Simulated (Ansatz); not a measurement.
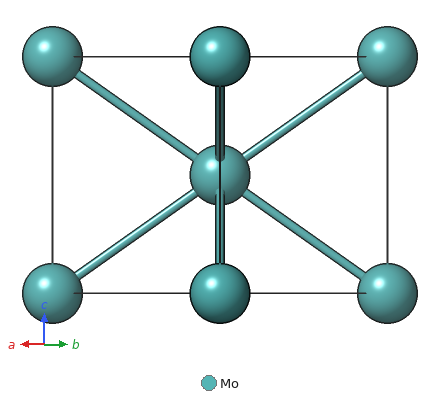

Mo (Im-3m, No. 229): the end point of a relaxation with DFT r2SCAN, scalar-relativistic, plane waves, PAW (Ansatz 0.2.0); the starting structure was generated, so it need not be a known form of this composition.

```
Mo
1.0
     3.15092    0.00000    0.00000
     0.00000    3.15092    0.00000
     0.00000    0.00000    3.15092
Mo
2
Cartesian
  0.0000 0.0000 0.0000
  1.5755 1.5755 1.5755
```

Question: What will a projected-potential map along [110] show? Computed as the sum of neutral-atom potentials (tabulated electron scattering factors, B = 0.5 Å²) projected along the beam and smoothed by 0.25 Å; brighter is more positive. The display is stretched by a gamma of 0.6; percentages refer to the linear signal.

Answer: The columns repeat on a rectangular net of 1.58 × 2.23 Å (plane group p2mm). All columns are alike (Mo). The shortest distance between visible columns is 1.58 Å in projection. Along the beam the structure repeats every 4.46 Å.

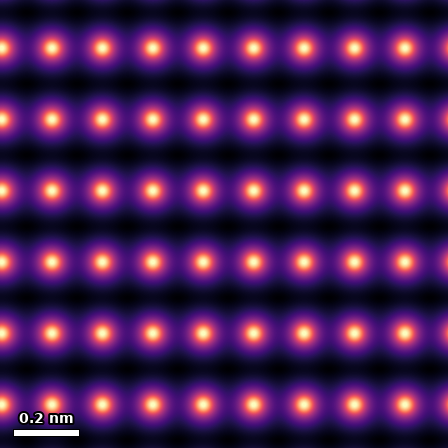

The simulated image.

Question: What mean inner potential do neutral atoms give for this crystal?

Answer: About 31 V (the sum of the forward scattering factors over the cell volume; bonding usually lowers the true value).
